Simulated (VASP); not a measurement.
# Band-structure run, with input and output: MnF₂ (part 1 of 2)

- system: MnF₂ (6 atoms in the cell)
- method: Kohn-Sham DFT of a periodic cell, RPBE, VASP PAW PBE potentials, recommended, spin-polarised (VASP 6.6.1)

The structure derives from an entry of the Crystallography Open Database.

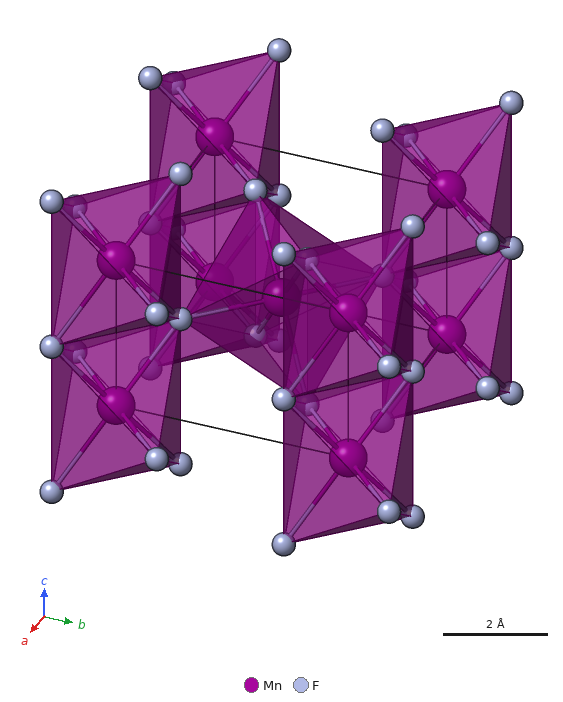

The input geometry (polyhedral view of the cell of the calculation, seen at an oblique angle; polyhedra are completed across the faces of the cell).

INCAR
```
SYSTEM = MnF2
PREC = Accurate
ENCUT = 520
EDIFF = 1E-7
ISMEAR = -1
SIGMA = 0.05
LREAL = .FALSE.
LASPH = .TRUE.
NELM = 150
ALGO = Normal
ISIF = 2
LWAVE = .FALSE.
LCHARG = .FALSE.
ISPIN = 2
MAGMOM = 4 4 0 0 0 0
LORBIT = 11
LMAXMIX = 4
GGA = RP
NBANDS = 40
```

KPOINTS
```
Automatic mesh
0
G
  6 6 8
  0 0 0
```

KPOINTS_OPT
```
path GXMGZRAZ,XR,MA
10
line-mode
reciprocal
 0.0000000000  0.0000000000  0.0000000000  G
 0.0000000000  0.5000000000  0.0000000000  X

 0.0000000000  0.5000000000  0.0000000000  X
 0.5000000000  0.5000000000  0.0000000000  M

 0.5000000000  0.5000000000  0.0000000000  M
 0.0000000000  0.0000000000  0.0000000000  G

 0.0000000000  0.0000000000  0.0000000000  G
 0.0000000000  0.0000000000  0.5000000000  Z

 0.0000000000  0.0000000000  0.5000000000  Z
 0.0000000000  0.5000000000  0.5000000000  R

 0.0000000000  0.5000000000  0.5000000000  R
 0.5000000000  0.5000000000  0.5000000000  A

 0.5000000000  0.5000000000  0.5000000000  A
 0.0000000000  0.0000000000  0.5000000000  Z

 0.0000000000  0.5000000000  0.0000000000  X
 0.0000000000  0.5000000000  0.5000000000  R

 0.5000000000  0.5000000000  0.0000000000  M
 0.5000000000  0.5000000000  0.5000000000  A
```

POSCAR
```
MnF2
1.0
    4.8738000000      0.0000000000      0.0000000000
    0.0000000000      4.8738000000      0.0000000000
    0.0000000000      0.0000000000      3.3107000000
Mn F
2 4
Direct
    0.5000000000      0.5000000000      0.5000000000
    0.0000000000      0.0000000000      0.0000000000
    0.8053000000      0.1947000000      0.5000000000
    0.6947000000      0.6947000000      0.0000000000
    0.1947000000      0.8053000000      0.5000000000
    0.3053000000      0.3053000000      0.0000000000
```

Run on 1 thread of Intel Xeon (Granite Rapids), 64 GiB of memory available, shared host.

Launched with:
```bash
cat potpaw_PBE.64/Mn_pv/POTCAR potpaw_PBE.64/F/POTCAR > POTCAR
mpirun -np 1 vasp_std > vasp.out
```

OSZICAR
```
N       E                     dE             d eps       ncg     rms          rms(c)
DAV:   1     0.680367739936E+03    0.68037E+03   -0.30183E+04  8096   0.153E+03
DAV:   2     0.193290606545E+02   -0.66104E+03   -0.61570E+03  8352   0.464E+02
DAV:   3    -0.401926299011E+02   -0.59522E+02   -0.58798E+02  9256   0.151E+02
DAV:   4    -0.411251660080E+02   -0.93254E+00   -0.93188E+00  8496   0.206E+01
DAV:   5    -0.411361749425E+02   -0.11009E-01   -0.11009E-01  9088   0.224E+00    0.225E+01
DAV:   6    -0.376689582327E+02    0.34672E+01   -0.16416E+01  9168   0.313E+01    0.166E+01
DAV:   7    -0.377745437860E+02   -0.10559E+00   -0.14044E+00  8224   0.914E+00    0.110E+01
DAV:   8    -0.377534088740E+02    0.21135E-01   -0.13274E-01  8496   0.311E+00    0.564E+00
DAV:   9    -0.378139839915E+02   -0.60575E-01   -0.46473E-02  8440   0.188E+00    0.871E-01
DAV:  10    -0.378144077934E+02   -0.42380E-03   -0.96175E-03  8704   0.633E-01    0.150E-01
DAV:  11    -0.378153607323E+02   -0.95294E-03   -0.68670E-04  8376   0.163E-01    0.950E-02
DAV:  12    -0.378159389328E+02   -0.57820E-03   -0.42650E-04  8192   0.128E-01    0.377E-02
DAV:  13    -0.378160135735E+02   -0.74641E-04   -0.43693E-05  8800   0.479E-02    0.126E-02
DAV:  14    -0.378160180973E+02   -0.45238E-05   -0.57681E-06  8384   0.138E-02    0.714E-03
DAV:  15    -0.378160196413E+02   -0.15440E-05   -0.19787E-06  8768   0.836E-03    0.296E-03
DAV:  16    -0.378160200699E+02   -0.42868E-06   -0.23193E-07  6880   0.315E-03    0.215E-03
DAV:  17    -0.378160203187E+02   -0.24879E-06   -0.13369E-07  6928   0.224E-03    0.358E-04
DAV:  18    -0.378160203316E+02   -0.12829E-07   -0.54901E-09  4656   0.560E-04
   1 F= -.37816020E+02 E0= -.37816020E+02  d E =-.117094E-07  mag=    10.0000
       N       E                     dE             ncg
DAV:   1    -0.206461383728E+04   -0.51593E+05     8112
DAV:   2    -0.331478992812E+05   -0.31083E+05     8424
DAV:   3    -0.358282859935E+05   -0.26804E+04     9112
DAV:   4    -0.358736969071E+05   -0.45411E+02     8672
DAV:   5    -0.358742442065E+05   -0.54730E+00     9144
DAV:   6    -0.358742602307E+05   -0.16024E-01     8600
DAV:   7    -0.358742609431E+05   -0.71245E-03     9128
DAV:   8    -0.358742609785E+05   -0.35369E-04     8480
DAV:   9    -0.358742609804E+05   -0.19448E-05     6552
DAV:  10    -0.358742609805E+05   -0.10155E-06     5176
DAV:  11    -0.358742609806E+05   -0.17113E-07     4768
       N       E                     dE             ncg
DAV:   1     0.174614584368E+05   -0.73625E+05     6520
DAV:   2    -0.718677768676E+04   -0.24648E+05     6680
DAV:   3    -0.930989654963E+04   -0.21231E+04     7520
DAV:   4    -0.934535556815E+04   -0.35459E+02     6760
DAV:   5    -0.934577051986E+04   -0.41495E+00     7048
DAV:   6    -0.934578260756E+04   -0.12088E-01     6776
DAV:   7    -0.934578315021E+04   -0.54266E-03     7136
DAV:   8    -0.934578317700E+04   -0.26792E-04     6472
DAV:   9    -0.934578317849E+04   -0.14862E-05     4920
DAV:  10    -0.934578317856E+04   -0.71272E-07     3880
```

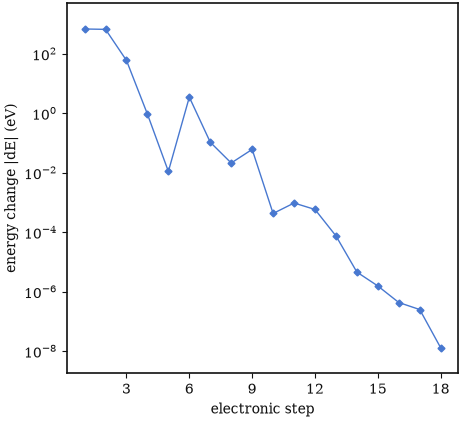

Convergence of the self-consistent field: energy change |dE| against the electronic step. It takes 18 electronic steps. The density is held fixed in the first few steps, and dE rises again when its update begins.

Parts of OUTCAR
```
SYSTEM = MnF2
   PREC = Accurate
   ENCUT = 520
   EDIFF = 1E-7
   ISMEAR = -1
   LREAL = .FALSE.
   LASPH = .TRUE.
   NELM = 150
   ISIF = 2
   ISPIN = 2
   LORBIT = 11
   GGA = RP

 ion  position               nearest neighbor table
   1  0.500  0.500  0.500-   3 2.10   5 2.10   4 2.13   6 2.13   4 2.13   6 2.13
   2  0.000  0.000  0.000-   4 2.10   6 2.10   5 2.13   3 2.13   3 2.13   5 2.13
   3  0.805  0.195  0.500-   1 2.10   2 2.13   2 2.13
   4  0.695  0.695  0.000-   2 2.10   1 2.13   1 2.13
   5  0.195  0.805  0.500-   1 2.10   2 2.13   2 2.13
   6  0.305  0.305  0.000-   2 2.10   1 2.13   1 2.13

  LATTYP: Found a simple tetragonal cell.
 ALAT       =     4.8738000000
 C/A-ratio  =     0.6792851574

  Lattice vectors:

 A1 = (   4.8738000000,   0.0000000000,   0.0000000000)
 A2 = (   0.0000000000,   4.8738000000,   0.0000000000)
 A3 = (   0.0000000000,   0.0000000000,   3.3107000000)

Analysis of symmetry for initial positions (statically):
=====================================================================
 Subroutine PRICEL returns:
 Original cell was already a primitive cell.

 Routine SETGRP: Setting up the symmetry group for a
 simple tetragonal supercell.

 Subroutine GETGRP returns: Found 16 space group operations
 (whereof  8 operations were pure point group operations)
 out of a pool of 16 trial point group operations.

The static configuration has the point symmetry D_2h.
 The point group associated with its full space group is D_4h.

Analysis of symmetry for dynamics (positions and initial velocities):
=====================================================================
 Subroutine PRICEL returns:
 Original cell was already a primitive cell.

 Routine SETGRP: Setting up the symmetry group for a
 simple tetragonal supercell.

 Subroutine GETGRP returns: Found 16 space group operations
 (whereof  8 operations were pure point group operations)
 out of a pool of 16 trial point group operations.

The dynamic configuration has the point symmetry D_2h.
 The point group associated with its full space group is D_4h.

Analysis of structural, dynamic, and magnetic symmetry:
=====================================================================
 Subroutine PRICEL returns:
 Original cell was already a primitive cell.

 Routine SETGRP: Setting up the symmetry group for a
 simple tetragonal supercell.

 Subroutine GETGRP returns: Found 16 space group operations
 (whereof  8 operations were pure point group operations)
 out of a pool of 16 trial point group operations.

The overall configuration has the point symmetry D_2h.
 The point group associated with its full space group is D_4h.

 Subroutine INISYM returns: Found 16 space group operations
 (whereof  8 operations are pure point group operations),
 and found     1 'primitive' translations

----------------------------------------------------------------------------------------

                                     Primitive cell

  volume of cell :      78.6421

  direct lattice vectors                    reciprocal lattice vectors
     4.873800000  0.000000000  0.000000000     0.205178711  0.000000000  0.000000000
     0.000000000  4.873800000  0.000000000     0.000000000  0.205178711  0.000000000
     0.000000000  0.000000000  3.310700000     0.000000000  0.000000000  0.302050926

  length of vectors
     4.873800000  4.873800000  3.310700000     0.205178711  0.205178711  0.302050926

  position of ions in fractional coordinates (direct lattice)
     0.500000000  0.500000000  0.500000000
     0.000000000  0.000000000  0.000000000
     0.805300000  0.194700000  0.500000000
     0.694700000  0.694700000  0.000000000
     0.194700000  0.805300000  0.500000000
     0.305300000  0.305300000  0.000000000

  ion indices of the primitive-cell ions
   primitive index   ion index
                 1           1
                 2           2
                 3           3
                 4           4
                 5           5
                 6           6

----------------------------------------------------------------------------------------

 KPOINTS: Automatic mesh

Automatic generation of k-mesh.
 Grid dimensions read from file:
 generate k-points for:    6    6    8

 Generating k-lattice:

  Cartesian coordinates                     Fractional coordinates (reciprocal lattice)
     0.034196452  0.000000000  0.000000000     0.166666667  0.000000000  0.000000000
     0.000000000  0.034196452  0.000000000     0.000000000  0.166666667  0.000000000
     0.000000000  0.000000000  0.037756366     0.000000000  0.000000000  0.125000000

  Length of vectors
     0.034196452  0.034196452  0.037756366

  Shift w.r.t. Gamma in fractional coordinates (k-lattice)
     0.000000000  0.000000000  0.000000000

 Subroutine IBZKPT returns following result:
 ===========================================

 Found     50 irreducible k-points:

 Following reciprocal coordinates:
            Coordinates               Weight
  0.000000  0.000000  0.000000      1.000000
  0.166667  0.000000  0.000000      4.000000
  0.333333  0.000000  0.000000      4.000000
  0.500000  0.000000  0.000000      2.000000
  0.166667  0.166667  0.000000      4.000000
  0.333333  0.166667  0.000000      8.000000
  0.500000  0.166667  0.000000      4.000000
  0.333333  0.333333  0.000000      4.000000
  0.500000  0.333333  0.000000      4.000000
  0.500000  0.500000  0.000000      1.000000
  0.000000  0.000000  0.125000      2.000000
  0.166667  0.000000  0.125000      8.000000
  0.333333  0.000000  0.125000      8.000000
  0.500000  0.000000  0.125000      4.000000
  0.166667  0.166667  0.125000      8.000000
  0.333333  0.166667  0.125000     16.000000
  0.500000  0.166667  0.125000      8.000000
  0.333333  0.333333  0.125000      8.000000
  0.500000  0.333333  0.125000      8.000000
  0.500000  0.500000  0.125000      2.000000
  0.000000  0.000000  0.250000      2.000000
  0.166667  0.000000  0.250000      8.000000
  0.333333  0.000000  0.250000      8.000000
  0.500000  0.000000  0.250000      4.000000
 [... further k-points ...]
   k-points           NKPTS =     50   k-points in BZ     NKDIM =     50   number of bands    NBANDS=     40
   number of dos      NEDOS =    301   number of ions     NIONS =      6
   total plane-waves  NPLWV =  36288
   dimension x,y,z NGX =    36 NGY =   36 NGZ =   28
   dimension x,y,z NGXF=    72 NGYF=   72 NGZF=   56
   ions per type =               2   4
   NGX,Y,Z   is equivalent  to a cutoff of  12.28, 12.28, 14.06 a.u.
   NGXF,Y,Z  is equivalent  to a cutoff of  24.56, 24.56, 28.12 a.u.
 SYSTEM =  MnF2
   PREC   = accura    normal or accurate (medium, high low for compatibility)
   ISTART =      0    job   : 0-new  1-cont  2-samecut
   ICHARG =      2    charge: 1-file 2-atom 10-const
   ISPIN  =      2    spin polarized calculation?
   LNONCOLLINEAR =      F non collinear calculations
   LSORBIT =      F    spin-orbit coupling
   LASPH  =      T    aspherical Exc in radial PAW
   ENCUT  =  520.0 eV  38.22 Ry    6.18 a.u.   9.06  9.06  6.16*2*pi/ulx,y,z
   NELM   =    150;   NELMIN=  2; NELMDL= -5     # of ELM steps
   EDIFF  = 0.1E-06   stopping-criterion for ELM
   LREAL  =      F    real-space projection
   EDIFFG = 0.1E-05   stopping-criterion for IOM
   NSW    =      0    number of steps for IOM
   IBRION =     -1    ionic relax: 0-MD 1-quasi-New 2-CG
   NFREE  =      0    steps in history (QN), initial steepest desc. (CG)
   ISIF   =      2    stress and relaxation
   ISYM   =      2    0-nonsym 1-usesym 2-fastsym
   POTIM  = 0.5000    time-step for ionic-motion
   TEBEG  =    0.0;   TEEND  =   0.0 temperature during run
   PSTRESS=    0.0 pullay stress
   NELECT =      54.0000    total number of electrons
   NUPDOWN=      -1.0000    fix difference up-down
   EMIN   =  10.00;   EMAX   =-10.00  energy-range for DOS
   EFERMI =   0.00;   METHOD = LEGACY
   ISMEAR =    -1;   SIGMA  =   0.05  broadening in eV -4-tet -1-fermi 0-gaus
   EFERMI_NEDOS =   21; number of points for ismear=-14 and -15
   IALGO  =     38    algorithm
   IMIX   =      4    mixing-type and parameters
     AMIX     =   0.40;   BMIX     =  1.00
     AMIX_MAG =   1.60;   BMIX_MAG =  1.00
  volume/ion in A,a.u.               =      13.11        88.45
  Fermi-wavevector in a.u.,A,eV,Ry     =   1.444290  2.729312 28.381385  2.085973
  Thomas-Fermi vector in A             =   2.562601
   LORBIT       =     11    0 simple, 1 ext, 2 COOP (PROOUT), +10 PAW based schemes
   GGA     = RP    functional components
   LHFCALC =     F    Hartree Fock is set to
   AEXX    =    0.0000 exact exchange contribution
   IVDW    =     0    specifies the selected vdW correction
   LEPSILON=     F    determine dielectric tensor
   LRPA    =     F    only Hartree local field effects (RPA)
 spin polarized calculation
  energy-cutoff  :      520.00
  volume of cell :       78.64
 maximum number of plane-waves:      2144
   NGX = 19   NGY = 19   NGZ = 13

 number of electron      54.0000032 magnetization       9.9999973

 number of electron      54.0000032 magnetization      10.0000018

 Free energy of the ion-electron system (eV)
  ---------------------------------------------------
  ext. energy  EPLUGINS =         0.00000000
  ---------------------------------------------------
  free energy    TOTEN  =       -37.81602033 eV

  energy without entropy =      -37.81602032  energy(sigma->0) =      -37.81602033

 E-fermi :   4.2685     XC(G=0):  -9.3486     alpha+bet : -8.5225

 val. band max:        3.5681832295   @ k =   0.0000   0.0000   0.0000
 cond. band min:       4.9204829728   @ k =   0.0000   0.0000   0.0000
 fundamental gap:      1.3522997433
 Fermi energy:         4.2684645802

 spin component 1

 k-point     1 :       0.0000    0.0000    0.0000
  band No.  band energies     occupation
      1     -46.6816      1.00000
      2     -46.6816      1.00000
      3     -46.6208      1.00000
      4     -46.6208      1.00000
      5     -46.6147      1.00000
      6     -46.6129      1.00000
      7     -21.2194      1.00000
      8     -20.7216      1.00000
      9     -20.6598      1.00000
     10     -20.6598      1.00000
     11      -4.6853      1.00000
     12      -3.8584      1.00000
     13      -3.1808      1.00000
     14      -3.0365      1.00000
     15      -3.0365      1.00000
     16      -2.5803      1.00000
     17      -2.5473      1.00000
     18      -2.5473      1.00000
     19      -1.6588      1.00000
     20      -1.2363      1.00000
     21      -1.2363      1.00000
     22      -0.9449      1.00000
     23       1.0631      1.00000
     24       1.1564      1.00000
     25       1.1944      1.00000
     26       1.2816      1.00000
     27       1.2816      1.00000
     28       1.7831      1.00000
     29       1.9852      1.00000
     30       3.0035      1.00000
     31       3.0035      1.00000
     32       3.5682      1.00000
     33       4.9205      0.00000
     34      10.3065      0.00000
     35      10.3065      0.00000
     36      11.4917      0.00000
     37      13.4892      0.00000
     38      15.2010      0.00000
     39      15.3297      0.00000

 k-point     2 :       0.1667    0.0000    0.0000
  band No.  band energies     occupation
      1     -46.6816      1.00000
      2     -46.6816      1.00000
      3     -46.6209      1.00000
      4     -46.6209      1.00000
      5     -46.6146      1.00000
      6     -46.6130      1.00000
      7     -21.1886      1.00000
      8     -20.7609      1.00000
      9     -20.6590      1.00000
     10     -20.6553      1.00000
     11      -4.5778      1.00000
     12      -3.8313      1.00000
     13      -3.1175      1.00000
     14      -3.0372      1.00000
     15      -3.0359      1.00000
     16      -2.6274      1.00000
     17      -2.5579      1.00000
     18      -2.5326      1.00000
     19      -1.7387      1.00000
     20      -1.4680      1.00000
     21      -1.3050      1.00000
     22      -0.9967      1.00000
     23       1.1004      1.00000
     24       1.2121      1.00000
     25       1.2555      1.00000
     26       1.3161      1.00000
     27       1.3272      1.00000
     28       1.9009      1.00000
     29       1.9401      1.00000
     30       2.9718      1.00000
     31       2.9780      1.00000
     32       3.4721      1.00000
     33       5.2507      0.00000
     34       9.6463      0.00000
     35      10.4940      0.00000
     36      11.7901      0.00000
     37      13.8450      0.00000
     38      14.4556      0.00000
     39      14.8374      0.00000
```
